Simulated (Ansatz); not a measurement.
Consider NbP.

Space group I4_1/amd; the calculation finds a residual pressure of about 19 GPa at this fixed cell. So large a residual pressure suggests that the database cell is idealised or belongs to other conditions.

The calculation's input:

```
crystal:
  lattice:
    - [-1.6625, 1.6625, 5.69]
    - [1.6625, -1.6625, 5.69]
    - [1.6625, 1.6625, -5.69]
  atoms:
    - { symbol: Nb, position: [0.0, 0.0, 0.0] }
    - { symbol: Nb, position: [0.75, 0.25, 0.5] }
    - { symbol: P, position: [0.5, 0.5, 0.0] }
    - { symbol: P, position: [0.25, 0.75, 0.5] }
basis:
  ecutwfc: 420
  fft_grid_basis: typed
kpoints:
  mp_grid: { grid: [14, 14, 14] }
hamiltonian:
  xc: pbe
scf:
  occupations: { method: gaussian, width: 0.05 }
output:
  forces: true
  stress: true
  eigenvalues: true
  bader: true
  write_density: true
  volumetric_format: npy
  elf: true
```

Run with:

```sh
ansatz run input.yaml --threads 1 --pin off --max-ram 2560MiB --backend cpu --events-out ev --progress --plain --runs-dir out
```

The picture shows the conventional cell (a = 3.33 Å, b = 3.33 Å, c = 11.38 Å, α = 90.00°, β = 90.00°, γ = 90.00°).

These are results of Ansatz 0.2.0, DFT PBE, scalar-relativistic, plane waves, PAW, not measurements.

Predict the deformation density (crystal less neutral atoms): where will charge gather?

Answer. Nb–P (2.35 Å): Δρ is +0.08 e/Å³ at the midpoint (close to a masked core, so read it with care).
Nb–Nb (3.30 Å): Δρ is +0.03 e/Å³ at the midpoint.
Over the whole cell, outside the masked cores, the largest gain, 0.11 e/Å³, lies 0.9 Å from a phosphorus nucleus and 1.5 Å from a niobium one, and the largest loss lies at the edge of the masked core of P.
The rearranged charge, half the integral of |Δρ|, is about 0.28 e an atom.
Bader charges: Nb +1.01 and P −1.01 e.

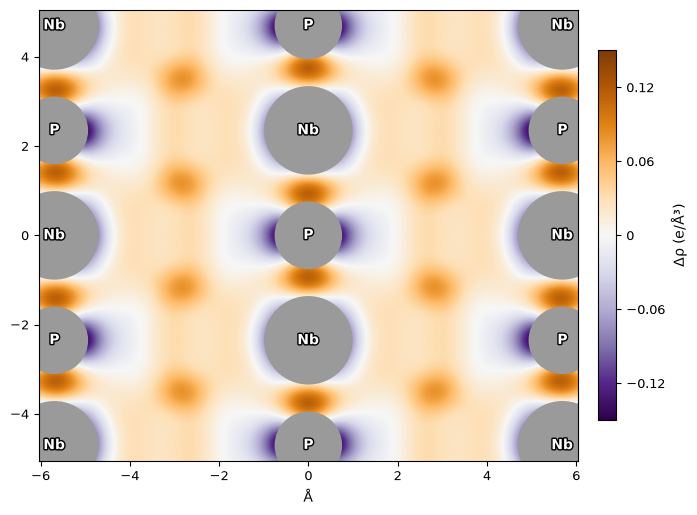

Computed deformation density: a map on the (110) plane of the conventional cell, with grey discs over the atomic cores.

Cores are masked to 1.0 Å (Nb) and 0.8 Å (P).

In a PAW calculation such maps are meaningful between the atoms, not at the nuclei.

The run took 39 s on 1 thread of Intel(R) Xeon(R) 6975P-C (Granite Rapids), on a shared host, peak memory 0.62 GiB.
